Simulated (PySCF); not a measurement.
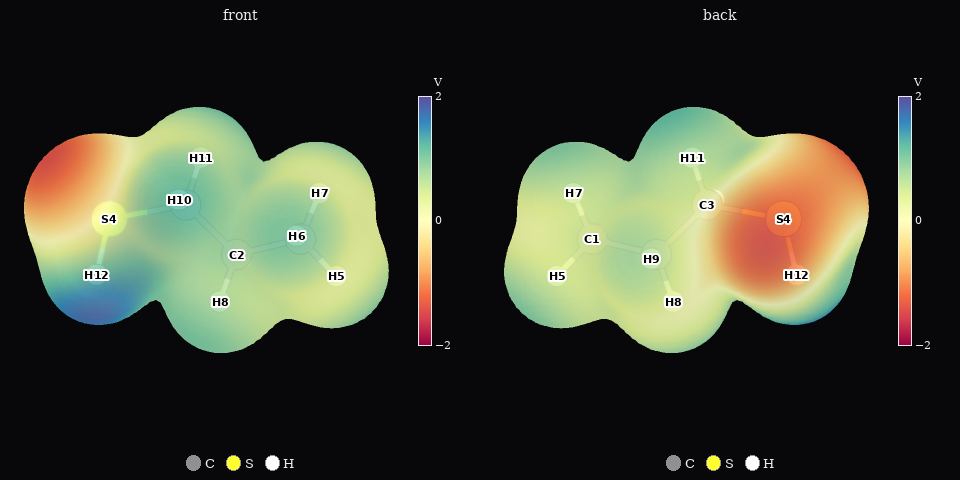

Figure 1: C$_{3}$H$_{8}$S (SMILES CCCS). The molecular electrostatic potential painted on the density surface at 0.004 e/bohr³, seen from the front and from behind; red is negative and blue positive.

Geometry: PBE0-D3(BJ)/def2-SVP.

The calculation used PySCF, PBE0/pcSseg-1, SCF density, in a chloroform solvent model, non-relativistic.

```xyz
12

C    -1.6279    0.1976    0.0735
C    -0.2237   -0.2215   -0.3341
C     0.8233    0.1578    0.7005
S     2.5119   -0.3860    0.3018
H    -2.3656   -0.0749   -0.6961
H    -1.6950    1.2868    0.2268
H    -1.9345   -0.2875    1.0140
H     0.0408    0.2441   -1.2995
H    -0.1782   -1.3100   -0.5023
H     0.8213    1.2436    0.8885
H     0.6035   -0.3260    1.6662
H     2.6486    0.3491   -0.8230
```

**Describe the electrostatic potential map.**

The most negative region (about −1.4 V) lies over S4, the most positive (about +1.8 V) over H12.
